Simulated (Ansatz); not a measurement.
## Single-point calculation of CoO (part 1 of 2)

CoO (4 atoms in the cell), computed with DFT PBE+U, scalar-relativistic, plane waves, PAW, Ueff = 1 eV on Co atom 1 d; Ueff = 1 eV on Co atom 3 d, spin-polarised (Ansatz 0.2.0).

The structure derives from an entry of the Crystallography Open Database. It belongs to a series of runs on one base structure; here: ferromagnetic start, free, natural orbitals of the symmetric run filled by rank. Figures and captions count atoms from 1; the log counts them from 0 in places.

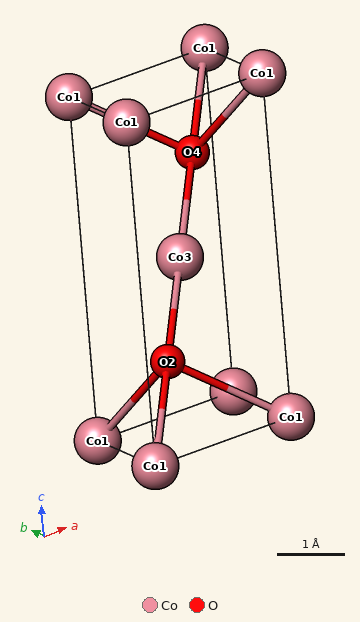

Figure 1. The structure (ball-and-stick view of the reduced cell, seen slightly off an axis; atoms are numbered from 1 in the order of the input). Near neighbours in the crystal (not all of them lie inside the picture): Co has 6 O at 2.13 Å; O has 6 Co at 2.13 Å.

Summary

```json
{"quantity": "outcome", "value": "converged"}
{"quantity": "space group (tolerance 0.01 Å)", "value": "Fm-3m (225)"}
{"quantity": "electrons treated", "value": "46"}
{"quantity": "free energy", "value": "−11383.6259 eV"}
{"quantity": "Fermi energy", "value": "13.793 eV"}
{"quantity": "gap on the k-point mesh", "value": "none (metallic)"}
{"quantity": "net moment of the cell", "value": "5.98 μB"}
{"quantity": "integrated absolute moment", "value": "6.00 μB"}
{"quantity": "pressure", "value": "4.34 GPa"}
{"quantity": "largest force (length of the vector)", "value": "under 0.001 eV/Å"}
{"quantity": "hardware", "value": "2 threads of Intel Xeon @ 2.50GHz (Skylake/Cascade Lake), 64 GiB of memory available, shared host"}
{"quantity": "wall time", "value": "51 s (CPU time 97 s)"}
{"quantity": "peak memory", "value": "0.91 GiB"}
```

Notes

Warnings of the run: the occupation matrices lower the symmetry.

Input
```yaml
crystal:
  lattice:
    - [0.0, 2.13150166, 2.13150166]
    - [2.13150166, 0.0, 2.13150166]
    - [4.26300332, 4.26300332, 0.0]
  atoms:
    - { symbol: Co, position: [0.0, 0.0, 0.0], spin: 3.0 }
    - { symbol: O, position: [0.5, 0.5, 0.25] }
    - { symbol: Co, position: [0.0, 0.0, 0.5], spin: 3.0 }
    - { symbol: O, position: [0.5, 0.5, 0.75] }
basis:
  ecutwfc: 420
  ecutrho_ratio: 4
kpoints:
  mp_grid: { grid: [8, 8, 8] }
hamiltonian:
  xc: pbe
  hubbard:
    sites:
      - { site: 0, l: d, u_eff: 1.0, starting_ns: [{ spin: up, occupation_matrix: s0up }, { spin: down, occupation_matrix: s0down }] }
      - { site: 2, l: d, u_eff: 1.0, starting_ns: [{ spin: up, occupation_matrix: s2up }, { spin: down, occupation_matrix: s2down }] }
    occupation_matrices:
      s0up:
        matrix:
          - [0.97, 0.0, 0.0, 0.0, 0.0]
          - [0.0, 0.97, 0.0, 0.0, 0.0]
          - [0.0, 0.0, 0.97, 0.0, 0.0]
          - [0.0, 0.0, 0.0, 0.97, 0.0]
          - [0.0, 0.0, 0.0, 0.0, 0.97]
      s0down:
        matrix:
          - [0.02, 0.00026, 0.00048, 0.0, -0.00078]
          - [0.00026, 0.63395, -0.32818, 0.00072, -0.31403]
          - [0.00048, -0.32818, 0.6495, -0.00061, -0.30668]
          - [0.0, 0.00072, -0.00061, 0.02, -0.00013]
          - [-0.00078, -0.31403, -0.30668, -0.00013, 0.67655]
      s2up:
        matrix:
          - [0.97, 0.0, 0.0, 0.0, 0.0]
          - [0.0, 0.97, 0.0, 0.0, 0.0]
          - [0.0, 0.0, 0.97, 0.0, 0.0]
          - [0.0, 0.0, 0.0, 0.97, 0.0]
          - [0.0, 0.0, 0.0, 0.0, 0.97]
      s2down:
        matrix:
          - [0.02, 0.00026, 0.00048, 0.0, -0.00078]
          - [0.00026, 0.63395, -0.32818, 0.00072, -0.31403]
          - [0.00048, -0.32818, 0.6495, -0.00061, -0.30668]
          - [0.0, 0.00072, -0.00061, 0.02, -0.00013]
          - [-0.00078, -0.31403, -0.30668, -0.00013, 0.67655]
    ns_hold: { iters: 10 }
scf:
  occupations: { method: gaussian, width: 0.05 }
  lower_state_search: "off"
  max_iter: 150
output:
  forces: true
  stress: true
  eigenvalues: true
  populations: true
  hubbard: { sites: [{ site: 0, l: d }, { site: 2, l: d }] }
  write_density: true
  write_potential: true
  elf: true
  volumetric_format: npy
magnetization:
  spin_polarized: true
```

Launched with:
```bash
ansatz run input.yaml --threads 2 --pin off --max-ram 3072MiB --backend cpu --events-out ev --progress --plain --runs-dir out
```

Log
```
Warning: crystal.symmetry: narrowed to the stabiliser of the occupation matrices — unitary ops 24 → 4; lowered by the specified shells (site 0, l: d), (site 2, l: d); largest admitted image defect 4.4e-16, smallest excluded 1.6e-2 — at a splitting's scale: the group the occupation matrices' own texture admits
Co: projections on atomic orbitals take those of the free atom [Ne] 3s2 3p6 3d7 4s2, of charge +0.00 (hamiltonian.pseudopotentials.projection_atoms); the dataset's partial waves leave at most 1.4e-6 of an orbital's norm unspanned inside its sphere
O: projections on atomic orbitals take those of the free atom [He] 2s2 2p4, of charge +0.00 (hamiltonian.pseudopotentials.projection_atoms); the dataset's partial waves leave at most 1.9e-8 of an orbital's norm unspanned inside its sphere
Engine: ansatz 0.2.0, x86_64-unknown-linux-gnu
Pseudopotentials: kind: paw
Pseudopotential: Co, paw, valence charge 17, recommended cutoff 420 eV (normal), Co.paw.azcp
Pseudopotential: O, paw, valence charge 6, recommended cutoff 420 eV (normal), O.paw.azcp
Functional definition: PBE
  parameter kappa = 0.804
  parameter beta = 0.06672455060314922
  exchange = pbe_x(kappa = kappa, mu = beta*pi^2/3)
  correlation = pbe_c(beta = beta)
Crystal: 4 atoms, lattice volume = 38.736 Å³
Basis set: ecut = 420 eV, 707 PW (Γ), exchange–correlation on 48×48×90 points (8 copies of the dense FFT grid, shifted against one another)
Bands: 32, of which v1, the nominal top of the filled ones, is band 23 counted from 1 (22 counted from 0)
Symmetry: 4 space group operations
k-points: 260 of 512
Non-local potential: Co, projectors of the file, l = 0: 3, l = 1: 2, l = 2: 3, l = 3: 1
Non-local potential: O, projectors of the file, l = 0: 2, l = 1: 2, l = 2: 1
PAW form: soft (Blöchl's): semilocal exchange-correlation on the pseudo side does not see the compensation charge
PAW one-centre angular grid: Co, 590 points (default); XC on 64 Gauss nodes
PAW one-centre angular grid: O, 110 points (default); XC on 64 Gauss nodes
Initial density: superposition of atomic densities (chi_scale 0.1, normalization cell, long waves kept (reshape's long-wave potential 0.00 eV rms))
Starting moments: Σ|m| = 6 μB on 2 of 4 sites
Initial wavefunctions: pseudopotential atomic-orbital guess
Functional: x = pbe(κ = 0.804, μ = 0.2195149727645171), c = pbe(β = 0.06672455060314922)
```
